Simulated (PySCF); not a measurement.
# C₃H₆O₂ (Propanoic Acid): what the fields show

Input

```
{"job": {"kind": "uv", "xc": "PBE0", "basis": "def2-SVPD", "nstates": 4, "ntriplets": 0, "tda": true}, "charge": 0, "multiplicity": 1}
C     -1.293275     0.312529     0.209230
C     -0.225493    -0.717564    -0.163538
C      1.147570    -0.156710     0.104980
O      1.876228    -0.481277     1.002657
O      1.481648     0.789892    -0.783006
H     -2.282677    -0.092137     0.012910
H     -1.224390     0.564788     1.264741
H     -1.163235     1.218658    -0.377010
H     -0.350084    -1.625272     0.426528
H     -0.301386    -0.955771    -1.225019
H      2.356791     1.153546    -0.576329
```

Launched as:

```sh
OMP_NUM_THREADS=1 python ens_run.py task.json out
```

Geometry: GFN2-xTB.

Method: PySCF, PBE0/def2-SVPD, SCF density, gas phase.

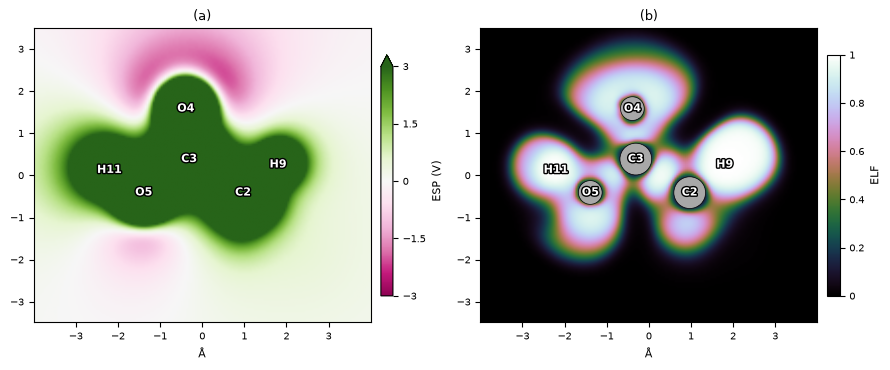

Figure 1. (a) electrostatic potential; (b) ELF on the plane of atoms C3, O5 and H11. Grey discs cover the atomic cores in the ELF map.

> What do the fields say about this system?

Atoms in the plane: C, O and H.
C–O (1.20 Å): the ELF peaks at about 0.85 between the atoms; a short, multiple covalent bond.
C–C (1.51 Å): the ELF peaks at about 0.95 between the atoms: localised, covalent bonding.
O–H (0.97 Å): the ELF climbs to about 1 towards the hydrogen, as it does in any bond to H (a covalent bond by its length).
C–O (1.34 Å): the ELF peaks at about 0.90 between the atoms; a shared but strongly polarised pair.
C–H (1.09 Å): the ELF climbs to about 1 towards the hydrogen: a covalent bond by its length.
The ELF also peaks beside O5 and O4, away from the bonds: lone-pair regions.
Outside the dense part of the molecule the potential is most negative (−2.1 V) near O4.

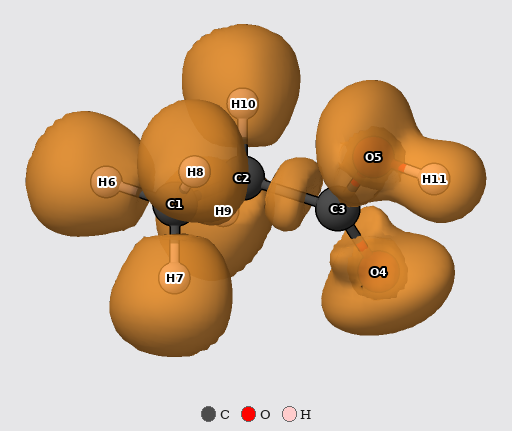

Figure 2. Isosurface of the ELF at 0.75 (orange), seen from one side. Only the valence region is drawn (cores and ρ < 0.01 e/Å³ removed).

> What do the ELF domains correspond to?

The surface consists of two regions between bonded C–C atoms (shared pairs), five regions around hydrogen nuclei, one region on O in which the atom's valence shell and bonds are merged and one joined region spread over several atoms (H, O), in which their bonds and any lone pairs are merged.

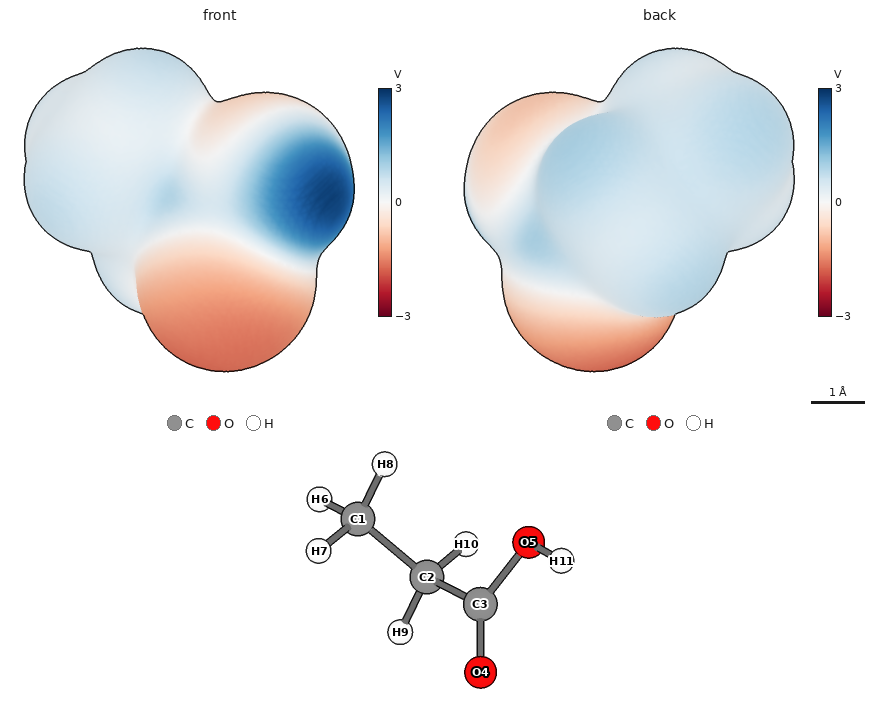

Figure 3. The molecular electrostatic potential painted on the density surface at 0.002 e/bohr³, seen from the front and from behind; the colour scale runs from red (negative) to blue (positive). The bare structure is drawn below in the same view.

> Which sites attract a positive test charge, and which a negative one?

A positive charge is drawn to the negative regions and a negative charge to the positive ones. The most negative region (about −1.7 V) lies over O4, the most positive (about +2.7 V) over H11. O4 is the likeliest acceptor of a hydrogen bond.

> What dipole moment does the calculation give?

Its dipole moment is 1.97 D.
